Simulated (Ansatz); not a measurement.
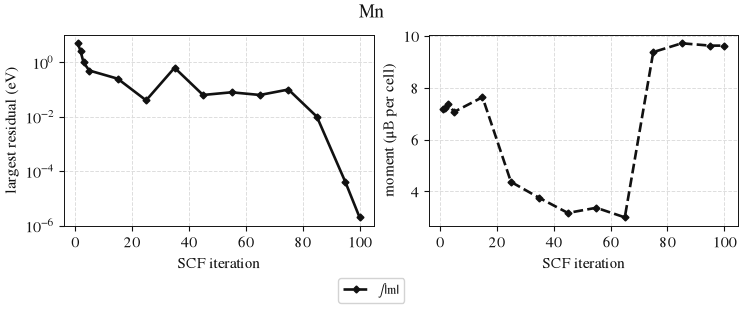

The plot shows the SCF iterations of a calculation: largest residual, magnetic moments. Only some iterations were kept.

The run: Mn (Fm-3m, 4 atoms in the cell), by DFT, PBE, PseudoDojo norm-conserving potentials, plane waves, scalar-relativistic in Ansatz; cutoff 1200 eV, 4×4×4 k-mesh, Gaussian smearing of 0.1 eV, non-collinear spins.
Setting under test: Broyden mixing, default search for lower states.

Question: How did this run end?

Answer: It did not converge: it stopped after 100 iterations. The residual is still falling at the last step (down to 2 × 10⁻⁶).

Question: Read the residual at the first and at the last step drawn.

Answer: It starts near 5 and ends near 2 × 10⁻⁶ eV.

Question: What happens to the magnetisation?

Answer: The integral of |m| doesn't settle. Over the last points it still swings between 3.0 and 9.7 μB per cell.
